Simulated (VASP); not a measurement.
GeSi₃: geometry relaxation (part 1 of 3)

System: GeSi₃ (I4/mmm, 4 atoms in the cell).
Method: Kohn-Sham DFT of a periodic cell, PBE, VASP PAW PBE potentials, recommended, no spin polarisation (VASP 6.6.1).

The structure was built on a prototype by a generator; it need not be a known phase.

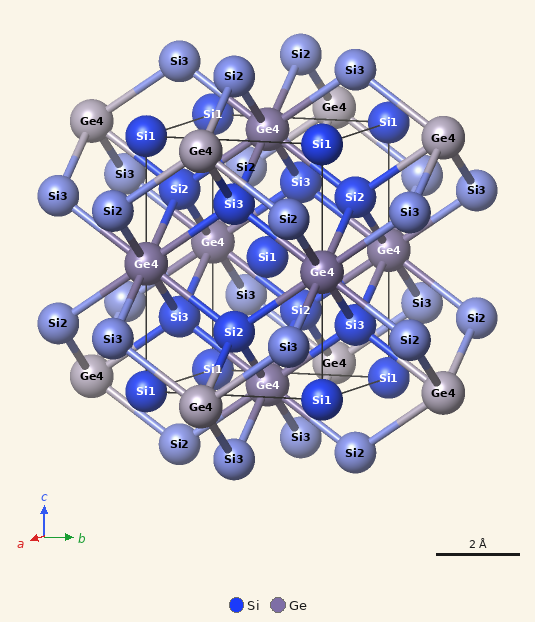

The starting structure (ball-and-stick view of the cell 2 times as large as that of the calculation, set on its symmetry axes, seen slightly off an axis; neighbours outside the cell are drawn fainter; atoms are numbered from 1 in the order of the input). An atom can appear more than once, as a periodic image.

INCAR
```
PREC = Normal
ENCUT = 520
EDIFF = 1E-4
ISMEAR = 0
SIGMA = 0.15
LREAL = False
LASPH = True
NELM = 60
ALGO = Fast
ISIF = 3
LWAVE = False
LCHARG = False
GGA = PE
IBRION = 2
NSW = 24
EDIFFG = -0.08
```

KPOINTS
```
Automatic mesh
0
Gamma
  6 6 6
```

POSCAR
```
Si3Ge
1.0
   -2.2894561400      2.2894561400      3.1328009400
    2.2894561400     -2.2894561400      3.1328009400
    2.2894561400      2.2894561400     -3.1328009400
Si Ge
3 1
Direct
    0.0000000000      0.0000000000      0.0000000000
    0.7500000000      0.2500000000      0.5000000000
    0.2500000000      0.7500000000      0.5000000000
    0.5000000000      0.5000000000      0.0000000000
```

Run on 1 thread of Intel Xeon @ 2.90GHz (Ice Lake), 360 GiB of memory available, shared host.

Run as:
```bash
cat potpaw_PBE.64/Si/POTCAR potpaw_PBE.64/Ge_d/POTCAR > POTCAR
mpirun -np 1 vasp_std > vasp.out
```

OSZICAR
```
N       E                     dE             d eps       ncg     rms          rms(c)
DAV:   1     0.137792163952E+03    0.13779E+03   -0.12551E+04  1102   0.268E+03
DAV:   2    -0.178163703327E+01   -0.13957E+03   -0.13624E+03  1060   0.501E+02
DAV:   3    -0.181823510004E+02   -0.16401E+02   -0.15707E+02  1340   0.110E+02
DAV:   4    -0.186708534239E+02   -0.48850E+00   -0.47741E+00  1274   0.176E+01
DAV:   5    -0.186817354347E+02   -0.10882E-01   -0.10845E-01  1414   0.294E+00    0.387E+00
RMM:   6    -0.186364223555E+02    0.45313E-01   -0.40218E-02  1207   0.201E+00    0.221E+00
RMM:   7    -0.186167643091E+02    0.19658E-01   -0.40166E-02  1120   0.138E+00    0.144E-01
RMM:   8    -0.186163302045E+02    0.43410E-03   -0.52031E-03  1234   0.947E-01    0.133E-01
RMM:   9    -0.186164347571E+02   -0.10455E-03   -0.99352E-04  1137   0.257E-01    0.248E-02
RMM:  10    -0.186164482173E+02   -0.13460E-04   -0.15217E-04   661   0.134E-01
   1 F= -.18616448E+02 E0= -.18603966E+02  d E =-.186164E+02
       N       E                     dE             d eps       ncg     rms          rms(c)
DAV:   1    -0.187215412731E+02   -0.10511E+00   -0.15393E+00  1368   0.214E+01    0.184E+00
RMM:   2    -0.186511795568E+02    0.70362E-01   -0.10776E-01  1225   0.443E+00    0.953E-01
RMM:   3    -0.186286616140E+02    0.22518E-01   -0.47926E-02  1211   0.255E+00    0.188E-01
RMM:   4    -0.186276794965E+02    0.98212E-03   -0.69753E-03  1245   0.101E+00    0.101E-01
RMM:   5    -0.186278685675E+02   -0.18907E-03   -0.22642E-03  1179   0.373E-01    0.528E-02
RMM:   6    -0.186279231322E+02   -0.54565E-04   -0.76969E-04   899   0.260E-01
   2 F= -.18627923E+02 E0= -.18615201E+02  d E =-.114749E-01
       N       E                     dE             d eps       ncg     rms          rms(c)
DAV:   1    -0.187445481201E+02   -0.11668E+00   -0.19969E+00  1339   0.247E+01    0.210E+00
RMM:   2    -0.186521015853E+02    0.92447E-01   -0.14106E-01  1228   0.512E+00    0.109E+00
RMM:   3    -0.186226409721E+02    0.29461E-01   -0.60929E-02  1215   0.288E+00    0.219E-01
RMM:   4    -0.186212832433E+02    0.13577E-02   -0.85989E-03  1246   0.117E+00    0.117E-01
RMM:   5    -0.186214895105E+02   -0.20627E-03   -0.25688E-03  1210   0.429E-01    0.614E-02
RMM:   6    -0.186215000602E+02   -0.10550E-04   -0.40769E-04   956   0.279E-01
   3 F= -.18621500E+02 E0= -.18610596E+02  d E =-.505184E-02
       N       E                     dE             d eps       ncg     rms          rms(c)
DAV:   1    -0.186459515046E+02   -0.24462E-01   -0.33206E-01  1337   0.107E+01    0.831E-01
RMM:   2    -0.186313505822E+02    0.14601E-01   -0.21336E-02  1223   0.200E+00    0.436E-01
RMM:   3    -0.186266040598E+02    0.47465E-02   -0.10695E-02  1219   0.125E+00    0.782E-02
RMM:   4    -0.186263681051E+02    0.23595E-03   -0.13996E-03  1127   0.474E-01    0.412E-02
RMM:   5    -0.186263868196E+02   -0.18715E-04   -0.40393E-04   933   0.201E-01
   4 F= -.18626387E+02 E0= -.18614566E+02  d E =-.993860E-02
       N       E                     dE             d eps       ncg     rms          rms(c)
DAV:   1    -0.186424734462E+02   -0.16105E-01   -0.19726E-01  1297   0.630E+00    0.619E-01
RMM:   2    -0.186352465802E+02    0.72269E-02   -0.92344E-03  1243   0.124E+00    0.346E-01
RMM:   3    -0.186324186309E+02    0.28279E-02   -0.52261E-03  1229   0.834E-01    0.517E-02
RMM:   4    -0.186323810397E+02    0.37591E-04   -0.97511E-04  1093   0.380E-01
   5 F= -.18632381E+02 E0= -.18623217E+02  d E =-.599422E-02
       N       E                     dE             d eps       ncg     rms          rms(c)
DAV:   1    -0.187392609088E+02   -0.10684E+00   -0.17882E+00  1305   0.189E+01    0.189E+00
RMM:   2    -0.186723948713E+02    0.66866E-01   -0.85540E-02  1244   0.373E+00    0.105E+00
RMM:   3    -0.186460685481E+02    0.26326E-01   -0.46593E-02  1232   0.246E+00    0.162E-01
RMM:   4    -0.186457730703E+02    0.29548E-03   -0.88292E-03  1228   0.114E+00    0.840E-02
RMM:   5    -0.186460476625E+02   -0.27459E-03   -0.26971E-03  1225   0.423E-01    0.532E-02
RMM:   6    -0.186460597194E+02   -0.12057E-04   -0.49691E-04   987   0.297E-01
   6 F= -.18646060E+02 E0= -.18636421E+02  d E =-.196729E-01
       N       E                     dE             d eps       ncg     rms          rms(c)
DAV:   1    -0.186700262006E+02   -0.23979E-01   -0.18338E-01  1286   0.443E+00    0.563E-01
RMM:   2    -0.186646336137E+02    0.53926E-02   -0.43948E-03  1214   0.683E-01    0.337E-01
RMM:   3    -0.186619975553E+02    0.26361E-02   -0.35539E-03  1224   0.584E-01    0.328E-02
RMM:   4    -0.186620135631E+02   -0.16008E-04   -0.51951E-04   974   0.232E-01
   7 F= -.18662014E+02 E0= -.18650082E+02  d E =-.159538E-01
       N       E                     dE             d eps       ncg     rms          rms(c)
DAV:   1    -0.187936708520E+02   -0.13167E+00   -0.16757E+00  1224   0.133E+01    0.170E+00
RMM:   2    -0.187438389032E+02    0.49832E-01   -0.39797E-02  1213   0.219E+00    0.102E+00
RMM:   3    -0.187193961533E+02    0.24443E-01   -0.31335E-02  1228   0.177E+00    0.101E-01
RMM:   4    -0.187195753905E+02   -0.17924E-03   -0.42915E-03  1217   0.647E-01    0.372E-02
RMM:   5    -0.187196667520E+02   -0.91362E-04   -0.97795E-04  1140   0.293E-01
   8 F= -.18719667E+02 E0= -.18712780E+02  d E =-.736070E-01
       N       E                     dE             d eps       ncg     rms          rms(c)
DAV:   1    -0.190379124255E+02   -0.31834E+00   -0.73479E+00  1224   0.271E+01    0.345E+00
RMM:   2    -0.188304108545E+02    0.20750E+00   -0.18326E-01  1214   0.490E+00    0.205E+00
RMM:   3    -0.187277255993E+02    0.10269E+00   -0.13379E-01  1232   0.355E+00    0.208E-01
RMM:   4    -0.187286647901E+02   -0.93919E-03   -0.17579E-02  1215   0.120E+00    0.796E-02
RMM:   5    -0.187290520840E+02   -0.38729E-03   -0.40140E-03  1298   0.541E-01    0.406E-02
RMM:   6    -0.187291152066E+02   -0.63123E-04   -0.86137E-04  1078   0.265E-01
   9 F= -.18729115E+02 E0= -.18718845E+02  d E =-.830555E-01
       N       E                     dE             d eps       ncg     rms          rms(c)
DAV:   1    -0.187628930999E+02   -0.33841E-01   -0.60734E-01  1178   0.714E+00    0.943E-01
RMM:   2    -0.187471901402E+02    0.15703E-01   -0.12983E-02  1214   0.119E+00    0.565E-01
RMM:   3    -0.187393177694E+02    0.78724E-02   -0.10177E-02  1224   0.947E-01    0.527E-02
RMM:   4    -0.187393851739E+02   -0.67404E-04   -0.11924E-03  1124   0.278E-01    0.227E-02
RMM:   5    -0.187394087620E+02   -0.23588E-04   -0.24446E-04   723   0.123E-01
  10 F= -.18739409E+02 E0= -.18731816E+02  d E =-.933490E-01
       N       E                     dE             d eps       ncg     rms          rms(c)
DAV:   1    -0.187701518795E+02   -0.30767E-01   -0.65081E-01  1261   0.786E+00    0.104E+00
RMM:   2    -0.187513062199E+02    0.18846E-01   -0.15603E-02  1207   0.130E+00    0.620E-01
RMM:   3    -0.187419295456E+02    0.93767E-02   -0.12182E-02  1224   0.104E+00    0.594E-02
RMM:   4    -0.187420238116E+02   -0.94266E-04   -0.15018E-03  1128   0.307E-01    0.248E-02
RMM:   5    -0.187420517853E+02   -0.27974E-04   -0.27869E-04   738   0.132E-01
  11 F= -.18742052E+02 E0= -.18735406E+02  d E =-.959921E-01
       N       E                     dE             d eps       ncg     rms          rms(c)
DAV:   1    -0.187466005454E+02   -0.45767E-02   -0.10826E-01  1140   0.320E+00    0.419E-01
RMM:   2    -0.187435659645E+02    0.30346E-02   -0.25947E-03  1208   0.545E-01    0.251E-01
RMM:   3    -0.187420399116E+02    0.15261E-02   -0.19839E-03  1221   0.419E-01    0.234E-02
RMM:   4    -0.187420521359E+02   -0.12224E-04   -0.26626E-04   730   0.129E-01
  12 F= -.18742052E+02 E0= -.18734889E+02  d E =-.959924E-01
       N       E                     dE             d eps       ncg     rms          rms(c)
DAV:   1    -0.187668756353E+02   -0.24836E-01   -0.29234E-01  1323   0.101E+01    0.783E-01
RMM:   2    -0.187538106036E+02    0.13065E-01   -0.18871E-02  1225   0.189E+00    0.411E-01
RMM:   3    -0.187495843075E+02    0.42263E-02   -0.93331E-03  1212   0.117E+00    0.753E-02
RMM:   4    -0.187493656601E+02    0.21865E-03   -0.11771E-03  1091   0.440E-01    0.398E-02
RMM:   5    -0.187493826377E+02   -0.16978E-04   -0.36787E-04   913   0.194E-01
  13 F= -.18749383E+02 E0= -.18742461E+02  d E =-.733050E-02
       N       E                     dE             d eps       ncg     rms          rms(c)
DAV:   1    -0.187518544217E+02   -0.24888E-02   -0.20525E-02  1368   0.269E+00    0.203E-01
RMM:   2    -0.187509774486E+02    0.87697E-03   -0.14081E-03  1110   0.502E-01    0.106E-01
RMM:   3    -0.187506893241E+02    0.28812E-03   -0.64685E-04  1037   0.321E-01    0.194E-02
RMM:   4    -0.187506760296E+02    0.13294E-04   -0.12901E-04   661   0.139E-01
  14 F= -.18750676E+02 E0= -.18743806E+02  d E =-.862389E-02
       N       E                     dE             d eps       ncg     rms          rms(c)
DAV:   1    -0.187570856016E+02   -0.63963E-02   -0.76568E-02  1329   0.516E+00    0.401E-01
RMM:   2    -0.187536687670E+02    0.34168E-02   -0.49894E-03  1221   0.966E-01    0.210E-01
RMM:   3    -0.187525519111E+02    0.11169E-02   -0.24496E-03  1173   0.595E-01    0.393E-02
RMM:   4    -0.187524922611E+02    0.59650E-04   -0.30395E-04   881   0.230E-01
  15 F= -.18752492E+02 E0= -.18745706E+02  d E =-.104401E-01
```

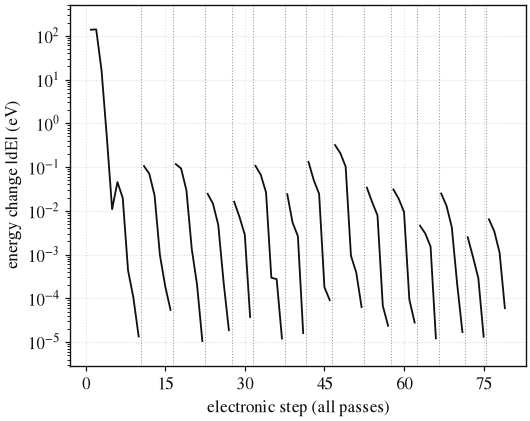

Convergence of the self-consistent field: energy change |dE| against the electronic step. Each stretch between dotted lines is the SCF of one geometry step of a relaxation. The 15 ionic steps take 4 to 10 electronic steps each. The density is held fixed in the first few steps, and dE rises again when its update begins.

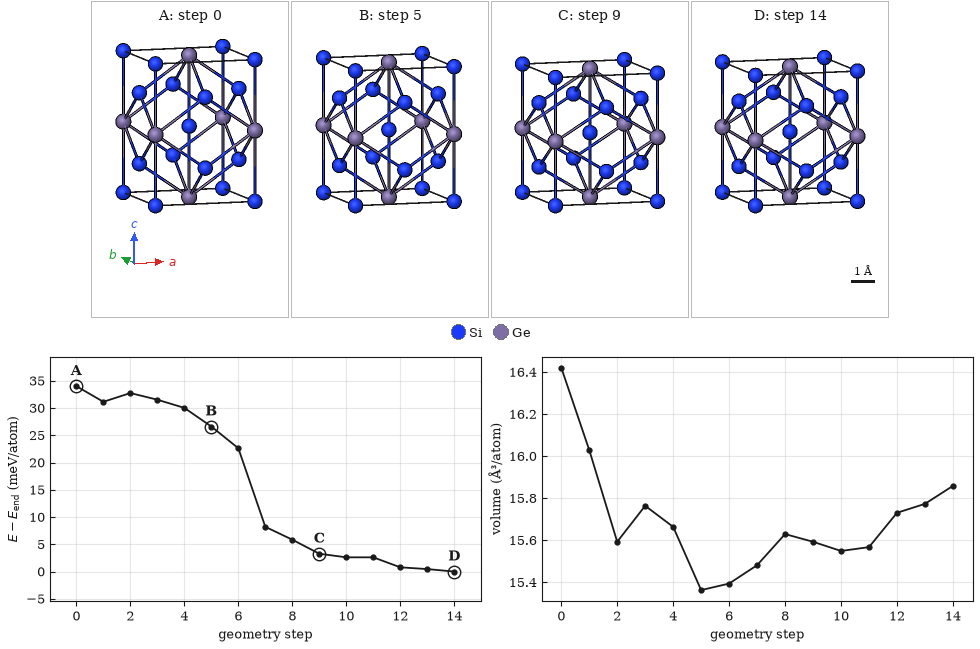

Frames of the relaxation (ball-and-stick view of the cell 2 times as large as that of the calculation, set on its symmetry axes, seen slightly off an axis) above the curves, on which the letters mark them (steps are counted from 0).

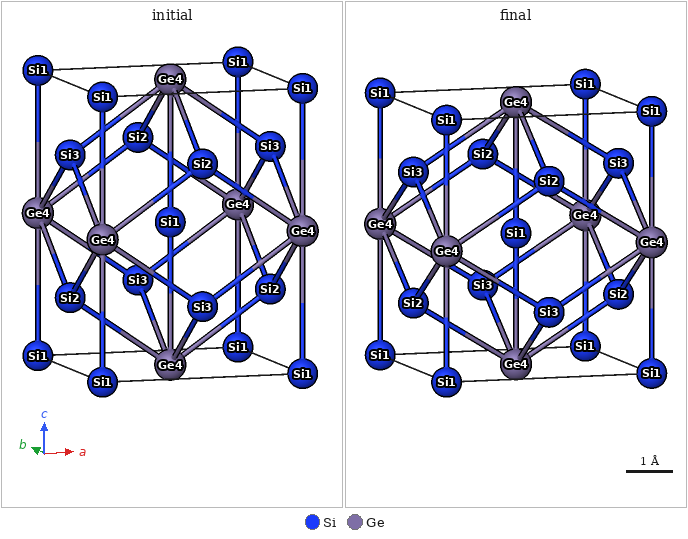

Before (left) and after (right) the relaxation, at one scale (ball-and-stick view of the cell 2 times as large as that of the calculation, set on its symmetry axes, seen slightly off an axis). Over 14 geometry steps the energy falls by 34.0 meV per atom. All forces vanish by symmetry, so only the cell relaxes. No atom moves by more than 0.005 Å relative to the cell. The volume changes by −3.4 %, with a = b 4.579 → 4.695 Å (+2.5 %), c 6.266 → 5.757 Å (−8.1 %). Among the contacts that change: Si1–Ge4 3.133 → 2.878 Å, Si2–Ge4 2.774 → 2.753 Å. Among the angles that change: Ge4–Si3–Ge4 111.2° → 117.0°, Ge4–Si3–Ge4 108.6° → 105.9°. The space group stays I4/mmm (No. 139). (Atoms are counted from 1 in the order of the input.)

Parts of OUTCAR
```
PREC = Normal
   ENCUT = 520
   EDIFF = 1E-4
   ISMEAR = 0
   LREAL = False
   LASPH = True
   NELM = 60
   ISIF = 3
   GGA = PE
   IBRION = 2
   NSW = 24
   EDIFFG = -0.08

 ion  position               nearest neighbor table
   1  0.000  0.000  0.000-   2 2.77   3 2.77   2 2.77   3 2.77   2 2.77   3 2.77   2 2.77   3 2.77

   2  0.750  0.250  0.500-   4 2.77   1 2.77   4 2.77   1 2.77   1 2.77   4 2.77   1 2.77   4 2.77
                             3 3.13   3 3.13
   3  0.250  0.750  0.500-   1 2.77   4 2.77   1 2.77   4 2.77   1 2.77   4 2.77   1 2.77   4 2.77
                             2 3.13   2 3.13
   4  0.500  0.500  0.000-   3 2.77   2 2.77   3 2.77   2 2.77   2 2.77   3 2.77   2 2.77   3 2.77

  LATTYP: Found a body centered tetragonal cell.
 ALAT       =     4.5789122800
 C/A-ratio  =     1.3683603216

  Lattice vectors:

 A1 = (  -2.2894561400,   2.2894561400,   3.1328009400)
 A2 = (   2.2894561400,  -2.2894561400,   3.1328009400)
 A3 = (   2.2894561400,   2.2894561400,  -3.1328009400)

Analysis of symmetry for initial positions (statically):
=====================================================================
 Subroutine PRICEL returns:
 Original cell was already a primitive cell.

 Routine SETGRP: Setting up the symmetry group for a
 body centered tetragonal supercell.

 Subroutine GETGRP returns: Found 16 space group operations
 (whereof 16 operations were pure point group operations)
 out of a pool of 16 trial point group operations.

The static configuration has the point symmetry D_4h.

Analysis of symmetry for dynamics (positions and initial velocities):
=====================================================================
 Subroutine PRICEL returns:
 Original cell was already a primitive cell.

 Routine SETGRP: Setting up the symmetry group for a
 body centered tetragonal supercell.

 Subroutine GETGRP returns: Found 16 space group operations
 (whereof 16 operations were pure point group operations)
 out of a pool of 16 trial point group operations.

The dynamic configuration has the point symmetry D_4h.

 Subroutine INISYM returns: Found 16 space group operations
 (whereof 16 operations are pure point group operations),
 and found     1 'primitive' translations

----------------------------------------------------------------------------------------

                                     Primitive cell

  volume of cell :      65.6837

  direct lattice vectors                    reciprocal lattice vectors
    -2.289456140  2.289456140  3.132800940     0.000000000  0.218392478  0.159601586
     2.289456140 -2.289456140  3.132800940     0.218392478  0.000000000  0.159601586
     2.289456140  2.289456140 -3.132800940     0.218392478  0.218392478  0.000000000
```
